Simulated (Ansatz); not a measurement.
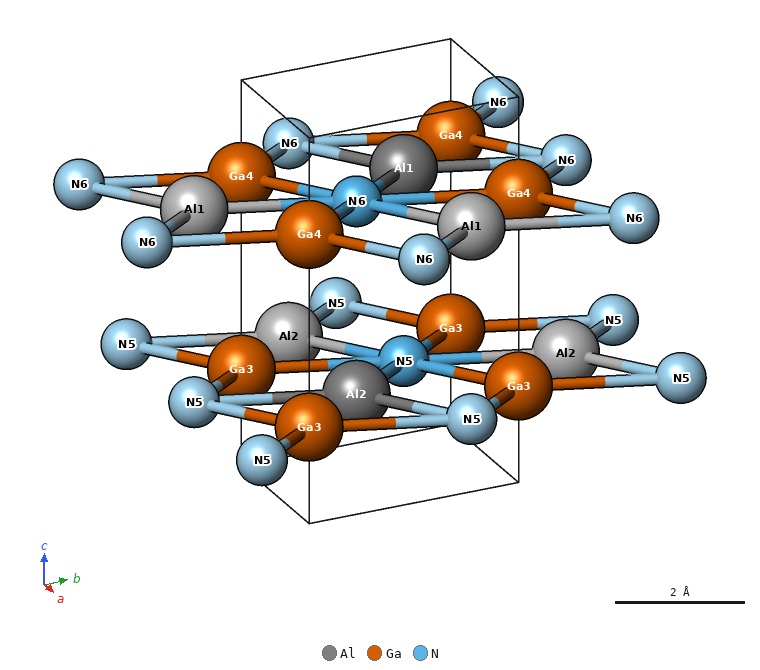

Figure 1. The structure (ball-and-stick view of the cell of the calculation, seen slightly off an axis; neighbours outside the cell are drawn fainter; atoms are numbered from 1 in the order of the input). An atom can appear more than once, as a periodic image.

## What a change does: single-point calculation on AlGaN

System: AlGaN (P6₃/mmc, 6 atoms in the cell).
Method of run 1: DFT PBE, scalar-relativistic, plane waves, PAW, no spin polarisation (Ansatz 0.2.0).

The structure was made by a generator, so it may or may not be a known phase. Text and figures count atoms from 1; the logs count them from 0 in places.

The input, run 1:
```yaml
crystal:
  lattice:
    - [4.4883204, 0.0, 0.0]
    - [-2.2441602, 3.88699949, 0.0]
    - [0.0, 0.0, 6.12212795]
  atoms:
    - { symbol: Al, position: [0.33333333, 0.66666667, 0.75] }
    - { symbol: Al, position: [0.66666667, 0.33333333, 0.25] }
    - { symbol: Ga, position: [0.0, 0.0, 0.25] }
    - { symbol: Ga, position: [0.0, 0.0, 0.75] }
    - { symbol: "N", position: [0.33333333, 0.66666667, 0.25] }
    - { symbol: "N", position: [0.66666667, 0.33333333, 0.75] }
basis:
  ecutwfc: 420
kpoints:
  mp_grid: { grid: [6, 6, 4] }
hamiltonian:
  xc: pbe
scf:
  occupations: { method: gaussian, width: 0.1 }
  lower_state_search: "off"
output:
  forces: true
  stress: true
  eigenvalues: true
```

Command:
```bash
ansatz run input.yaml --threads 1 --pin off --max-ram 2560MiB --backend cpu --events-out ev --progress --plain --runs-dir out
```

Hardware: 1 thread of Intel Xeon @ 2.50GHz (Skylake/Cascade Lake), 189 GiB of memory available, shared host.

Output, shortened to warnings, some set-up lines, iterations and results (run 1):
```
Basis set: ecut = 420 eV, 2091 PW (Γ), exchange–correlation on 64×64×90 points (8 copies of the dense FFT grid, shifted against one another)
Symmetry: 24 space group operations
k-points: 21 of 144
Initial density: superposition of atomic densities (neutral atoms: chi_scale 0, normalization atom), corrected by the library's trained network
[...]
SCF iter   1: F=—  HF=-9402.513932 eV  |F-HF|=—  |Δ(HF+E_count)|=         —  Δρ=6.40e-3  dr2=7.42e-2  ethr=1.77e-3  ⟨swp⟩=6.3  Hψ=2567  notcnv=0
SCF iter   2: F=—  HF=-9402.504984 eV  |F-HF|=—  |Δ(HF+E_count)|=   8.95e-3  Δρ=2.86e-3  dr2=1.75e-2  ethr=1.77e-4  ⟨swp⟩=1.0  Hψ=735  notcnv=0
SCF iter   3: F=—  HF=-9402.503000 eV  |F-HF|=—  |Δ(HF+E_count)|=   1.98e-3  Δρ=9.22e-4  dr2=1.09e-3  ethr=4.16e-5  ⟨swp⟩=2.9  Hψ=1006  notcnv=0
SCF iter   4: F=—  HF=-9402.502444 eV  |F-HF|=—  |Δ(HF+E_count)|=   5.55e-4  Δρ=3.51e-4  dr2=2.20e-4  ethr=2.60e-6  ⟨swp⟩=2.2  Hψ=858  notcnv=0
SCF iter   5: F=—  HF=-9402.502404 eV  |F-HF|=—  |Δ(HF+E_count)|=   4.08e-5  Δρ=1.04e-4  dr2=7.77e-6  ethr=5.23e-7  ⟨swp⟩=2.0  Hψ=741  notcnv=0
SCF iter   6: F=—  HF=-9402.502379 eV  |F-HF|=—  |Δ(HF+E_count)|=   2.50e-5  Δρ=2.40e-5  dr2=8.00e-7  ethr=1.85e-8  ⟨swp⟩=2.3  Hψ=871  notcnv=0
SCF iter   7: F=-9402.502379 eV  HF=-9402.502379 eV  |F-HF|=9.89e-9  |Δ(HF+E_count)|=   3.89e-8  Δρ=5.19e-6  dr2=2.24e-8  ethr=2.38e-10  ⟨swp⟩=7.2  Hψ=2437  notcnv=0
SCF 1 converged in 7 iterations: F = -9402.502379 eV  dr2 = 2.24e-8
SCF converged after 7 iterations
Free energy (F): -9402.502379 eV
Harris-Foulkes:  -9402.502379 eV  (|F-HF|=9.89e-9)
Internal energy: -9402.482468 eV  (E = F + TS)
E sigma→0 (E₀):  -9402.492423 eV
Entropy (-TS):   -0.019911 eV (-3.318 meV/atom)
Fermi energy:    6.131243 eV
--- Per-component energies (eV) ---
  E_band       = -157.430481
  E_kinetic    = 505.362682
  E_local      = -4845.081964  (includes V_loc(G=0)·N_el)
  E_nonlocal   = 958.294520
  E_hartree    = 2195.200940
  E_xc         = -328.497493
  E_vxc        = -313.650024  (∫ρ·V_xc dr)
  E_paw        = -5156.293307  (= ΣΔE_a)
  E_vpaw       = -852.753452  (= ΣTr[D̂ρ^β])
  E_aug_tail   = -0.000064  (compensation charges beyond the density's cutoff)
  E_ewald      = -2731.467782
  E_smearing   = -0.019911  (= −TS)
  E_closure    = 0.000000  (closes the sum)
  Σ components = -9402.502379   (vs F -9402.502379, Δ=0.00e0)
--- Forces (eV/Å), atoms counted from 1 ---
  atom   1  Al    -0.00000000     0.00000000     0.00000000
  atom   2  Al     0.00000000    -0.00000000     0.00000000
  atom   3  Ga    -0.00000000     0.00000000     0.00000000
  atom   4  Ga     0.00000000     0.00000000     0.00000000
  atom   5  N      0.00000000    -0.00000000     0.00000000
  atom   6  N      0.00000000     0.00000000     0.00000000
  max |Σ_I F_I| component: 3.70e-17 eV/Å
--- Stress (GPa, compression-positive) ---
      -10.085811       0.000000       0.000000
        0.000000     -10.085811       0.000000
        0.000000       0.000000     -13.716133
  P = ⅓ Tr σ = -11.2959 GPa (-112.959 kbar)
```

For run 2 the input was changed thus:
```diff
-    - { symbol: "N", position: [0.33333333, 0.66666667, 0.25] }
-    - { symbol: "N", position: [0.66666667, 0.33333333, 0.75] }
+    - { symbol: "N", position: [0.33333333, 0.66666667, 0.25], spin: 1.0 }
+    - { symbol: "N", position: [0.66666667, 0.33333333, 0.75], spin: 1.0 }
+  populations: true
+magnetization:
+  spin_polarized: true
```

Predict how the results change.

The energy is the same within 0.01 meV per atom. With spin allowed, the absolute moment of the cell comes to 0.00 μB. The SCF takes 18 iterations against 7. On the same kind of shared host run 2 took about 3.6 times as long. The two runs start from different initial densities, which also moves the count.

Output, shortened to warnings, some set-up lines, iterations and results (run 2):
```
WARN: the starting moments were not kept: the SCF closed with an absolute magnetisation of 8.3e-6 μB, where they sum to 2 μB in size (2 sites). That is at most 0.1 of that sum. Measured as dr2_m measures the in/out step, that magnetisation stands 1.1e-11 eV from none, at or under the dr2_threshold of 1.0e-7 eV: it is no larger than a step whose dr2_m would equal this threshold. The system may …
Basis set: ecut = 420 eV, 2091 PW (Γ), exchange–correlation on 64×64×90 points (8 copies of the dense FFT grid, shifted against one another)
Symmetry: 24 space group operations
k-points: 21 of 144
Initial density: superposition of atomic densities (chi_scale 0.1, normalization cell, long waves kept (reshape's long-wave potential 0.02 eV rms))
[...]
SCF iter   1: F=—  HF=-9402.444237 eV  |F-HF|=—  |Δ(HF+E_count)|=         —  Δρ=2.65e-2 (↑2.65e-2 ↓2.18e-2)  dr2=9.01e-1  dr2_m=2.57e-1  M=0.840 μB ∫|m|=1.059 μB  β_m=0.30  …
SCF iter   2: F=—  HF=-9402.425624 eV  |F-HF|=—  |Δ(HF+E_count)|=   1.86e-2  Δρ=1.98e-2 (↑1.98e-2 ↓1.83e-2)  dr2=5.16e-1  dr2_m=2.04e-1  M=0.649 μB ∫|m|=0.909 μB  β_m=0.30  …
SCF iter   3: F=—  HF=-9402.366917 eV  |F-HF|=—  |Δ(HF+E_count)|=   5.87e-2  Δρ=1.25e-2 (↑1.25e-2 ↓1.25e-2)  dr2=7.83e-2  dr2_m=1.41e-1  M=0.553 μB ∫|m|=0.793 μB  β_m=0.30  …
SCF iter   4: F=—  HF=-9402.395481 eV  |F-HF|=—  |Δ(HF+E_count)|=   2.86e-2  Δρ=1.04e-2 (↑1.04e-2 ↓1.00e-2)  dr2=1.40e-2  dr2_m=9.68e-2  M=0.496 μB ∫|m|=0.700 μB  β_m=0.30  …
SCF iter   5: F=—  HF=-9402.425944 eV  |F-HF|=—  |Δ(HF+E_count)|=   3.05e-2  Δρ=8.46e-3 (↑8.08e-3 ↓8.46e-3)  dr2=1.11e-3  dr2_m=6.62e-2  M=0.457 μB ∫|m|=0.625 μB  β_m=0.30  …
[... 9 lines ...]
SCF iter  15: F=—  HF=-9402.502378 eV  |F-HF|=—  |Δ(HF+E_count)|=   1.12e-5  Δρ=1.47e-5 (↑1.42e-5 ↓1.47e-5)  dr2=4.95e-8  dr2_m=1.96e-7  M=0.003 μB ∫|m|=0.003 μB  β_m=0.94  …
SCF iter  16: F=-9402.502379 eV  HF=-9402.502379 eV  |F-HF|=1.52e-8  |Δ(HF+E_count)|=   1.07e-6  Δρ=3.75e-6 (↑3.75e-6 ↓2.90e-6)  dr2=4.52e-9  dr2_m=1.03e-8  M=0.000 μB …
SCF iter  17: F=-9402.502379 eV  HF=-9402.502379 eV  |F-HF|=3.60e-10  |Δ(HF+E_count)|=   3.23e-8  Δρ=5.96e-7 (↑5.96e-7 ↓4.67e-7)  dr2=1.38e-10  dr2_m=2.55e-10  M=0.000 μB …
SCF iter  18: F=-9402.502379 eV  HF=-9402.502379 eV  |F-HF|=3.64e-12  |Δ(HF+E_count)|=  7.20e-10  Δρ=1.20e-7 (↑1.20e-7 ↓9.88e-8)  dr2=1.72e-11  dr2_m=8.66e-12  M=0.000 μB …
SCF 1 converged in 18 iterations: F = -9402.502379 eV  dr2 = 1.72e-11
SCF converged after 18 iterations
Magnetization: 0.0000 μB (21.0000 up, 21.0000 down)
Absolute magnetization: 0.0000 μB (∫|ρ↑−ρ↓|, with the PAW one-centre terms)
Spin contamination: 0.0000 ħ² per cell (⟨S²⟩ above its minimum at these occupations)
Per-site moments (μB) at R_I (Å): [(-4.5787900676638717e-7, 1.0689248592995408), (-4.5787900680362316e-7, 1.068924859299541), (3.1792502491793865e-7, 1.0689248592995408), (3.179250248433913e-7, 1.0689248592995408), (1.676656870582743e-6, 1.0689248592995408), (1.6766568705538808e-6, …
Free energy (F): -9402.502379 eV
Harris-Foulkes:  -9402.502379 eV  (|F-HF|=3.64e-12)
Internal energy: -9402.482468 eV  (E = F + TS)
E sigma→0 (E₀):  -9402.492423 eV
Entropy (-TS):   -0.019911 eV (-3.318 meV/atom)
Fermi energy:    6.131252 eV
--- Per-component energies (eV) ---
  E_band       = -157.431061
  E_kinetic    = 505.362235
  E_local      = -4845.081566  (includes V_loc(G=0)·N_el)
  E_nonlocal   = 958.295353
  E_hartree    = 2195.200717
  E_xc         = -328.497251
  E_vxc        = -313.649720  (∫ρ·V_xc dr)
  E_paw        = -5156.294110  (= ΣΔE_a)
  E_vpaw       = -852.758674  (= ΣTr[D̂ρ^β])
  E_aug_tail   = -0.000064  (compensation charges beyond the density's cutoff)
  E_ewald      = -2731.467782
  E_smearing   = -0.019911  (= −TS)
  E_closure    = 0.000000  (closes the sum)
  Σ components = -9402.502379   (vs F -9402.502379, Δ=0.00e0)
--- Forces (eV/Å), atoms counted from 1 ---
  atom   1  Al     0.00000000     0.00000000     0.00000000
  atom   2  Al     0.00000000    -0.00000000     0.00000000
  atom   3  Ga    -0.00000000     0.00000000     0.00000000
  atom   4  Ga    -0.00000000    -0.00000000     0.00000000
  atom   5  N      0.00000000    -0.00000000     0.00000000
  atom   6  N     -0.00000000     0.00000000     0.00000000
  max |Σ_I F_I| component: 1.85e-17 eV/Å
--- Stress (GPa, compression-positive) ---
      -10.085801      -0.000000       0.000000
       -0.000000     -10.085801       0.000000
        0.000000       0.000000     -13.716273
  P = ⅓ Tr σ = -11.2960 GPa (-112.960 kbar)
--- Löwdin populations: 6 sites ---
  site symbol       q [e]    m [muB]
     0     Al      2.3545    -0.0000
     1     Al      2.3545    -0.0000
     2     Ga     12.9947     0.0000
     3     Ga     12.9947     0.0000
     4      N      5.5616     0.0000
     5      N      5.5616     0.0000
  spilling = 0.004247 (of n_electrons = 42.000000)
```

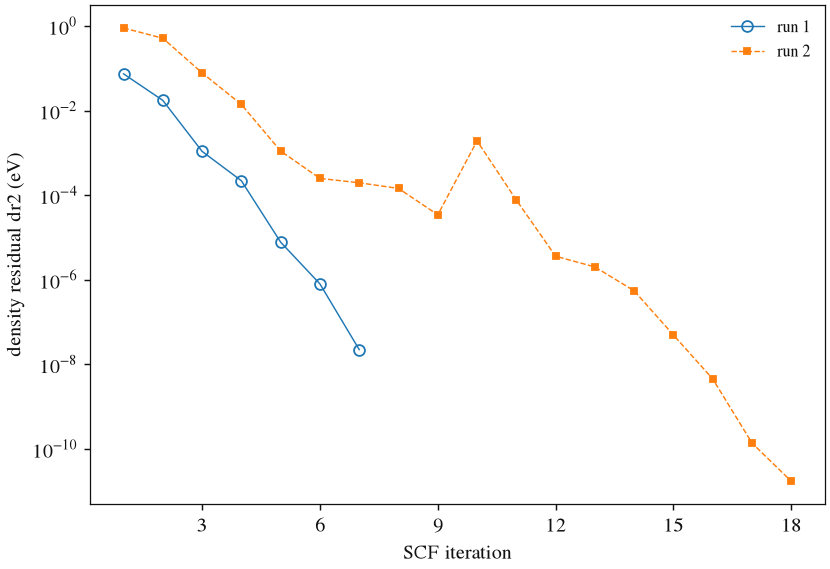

Figure 2. Convergence of the two runs: density residual dr2 against the SCF iteration. Run 1 takes 7 iterations in all, and run 2 takes 18.

The two runs side by side:

| quantity | run 1 | run 2 |
| --- | --- | --- |
| outcome | converged | converged |
| free energy per atom (eV) | −1567.0837 | −1567.0837 |
| energy per atom, smearing taken to zero (eV) | −1567.0821 | −1567.0821 |
| gap on the mesh (eV) | 0.00 | 0.00 |
| pressure (GPa) | −11.30 | −11.30 |
| largest force (eV/Å) | 0.000 | 0.000 |
| SCF iterations | 7 | 18 |
| irreducible k-points | 21 | 21 |
| plane waves at Γ | 2091 | 2091 |
| net moment of the cell (μB) | – | 0.00 |
| absolute moment of the cell (μB) | – | 0.00 |
| wall time (shared host) | 8.6 s | 31 s |

For both runs: The cell is under a tension of 11.3 GPa at this level, so it is not at its equilibrium volume. For run 2: Warnings: some starting moments were not kept.
